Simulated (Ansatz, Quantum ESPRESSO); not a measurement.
# 2H-WSe2, 1 layer: the energy at a withheld member of a series

How the rows were computed: Quantum ESPRESSO 7.5, PBE, GBRV ultrasoft. Cell and atoms are first relaxed; each strained cell is then held and the atoms relax in it. A periodic run with 15 Å of vacuum in the starting cell gives the vacuum levels, and bands follow along a path. The series steps biaxial strain. Energies count from the lowest.

| biaxial strain | energy (eV) |
| --- | --- |
| -4 % | 0.1533 |
| -3 % | 0.0853 |
| -1 % | 0.0099 |
| 0 % | 0.0000 |
| 1 % | 0.0072 |
| 2 % | 0.0302 |
| 3 % | 0.0684 |
| 4 % | 0.1208 |

To predict: What is the energy at −2 %?

By hand: The rows at -3 % and -1 % give a slope of (0.0099 − (0.0853))/(−1 − (−3)) = −0.0377, so a straight line gives 0.0476 eV. A parabola through these and the row at -4 % gives 0.0375 eV.

What the calculation gave: 0.0379 eV. The line misses by +0.0097 and the parabola by −0.0004 eV. The parabola does better.

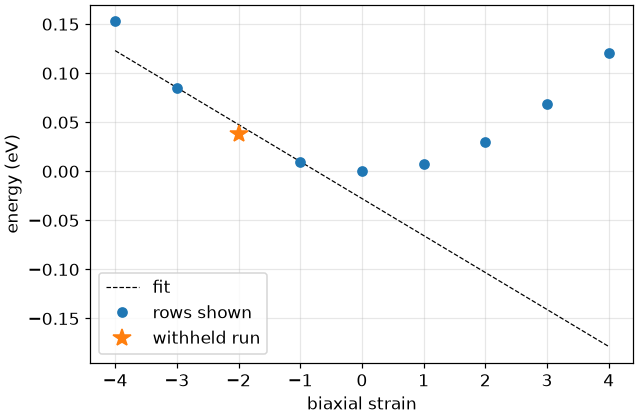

The rows shown, the fit and the withheld run.

Caveats: Semilocal gaps are too small; the 1×1 cell can't ripple over many cells under compression as a free sheet would. No spin-orbit coupling.
